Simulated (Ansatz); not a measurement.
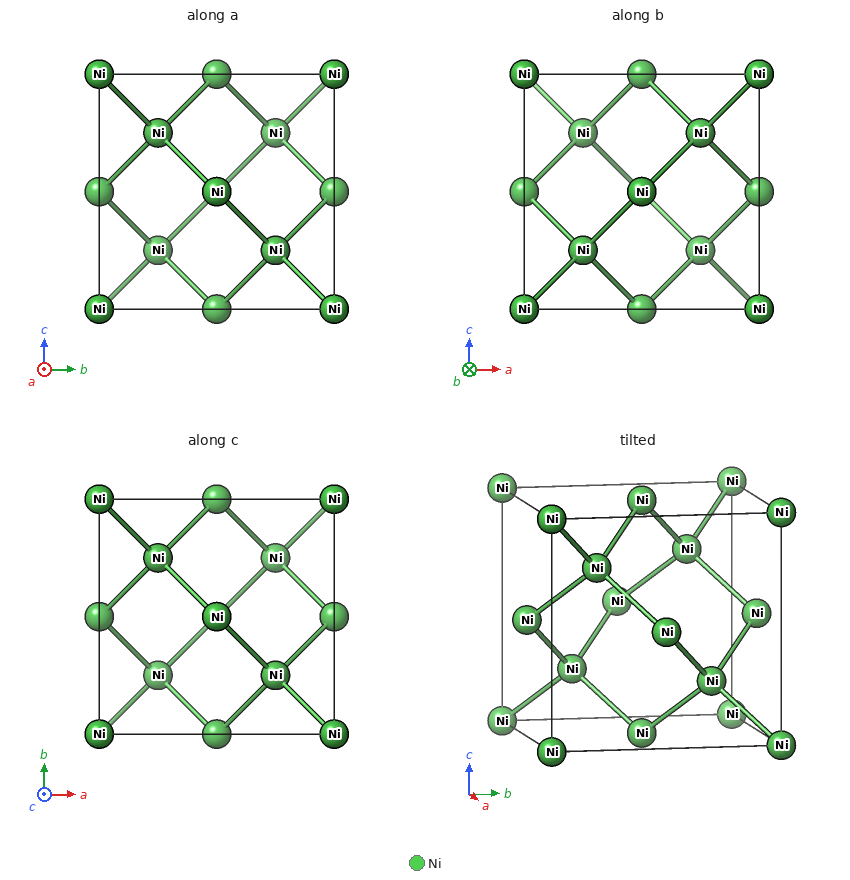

The image is a ball-and-stick drawing of a crystal, viewed along the a axis, along the b axis, along the c axis and slightly off an axis. One conventional unit cell is framed, with atoms on its boundary repeated.

Lattice parameters: a = 4.8052 Å, b = 4.8052 Å, c = 4.8052 Å, α = 90.000°, β = 90.000°, γ = 90.000°.

### Write down what is shown as a CIF with its space group and independent sites.

```cif
data_structure
_symmetry_space_group_name_H-M 'F d -3 m :1'
_symmetry_Int_Tables_number 227
_cell_length_a 4.8052
_cell_length_b 4.8052
_cell_length_c 4.8052
_cell_angle_alpha 90.000
_cell_angle_beta 90.000
_cell_angle_gamma 90.000
_cell_volume 110.95
loop_
_atom_site_label
_atom_site_type_symbol
_atom_site_symmetry_multiplicity
_atom_site_Wyckoff_symbol
_atom_site_fract_x
_atom_site_fract_y
_atom_site_fract_z
_atom_site_occupancy
Ni1 Ni 8 a 0.2500 0.7500 0.7500 1
```

The model was built from a structure type filled with this element by a generator (whether the element takes this form wasn't checked). Earlier steps of the study may have refined or changed the cell and positions. It was run through Ansatz as a DFT input.

At this level of theory the cell isn't at rest (compressed, at 18 GPa), so its distances can differ from those at equilibrium, the more so the softer the solid.
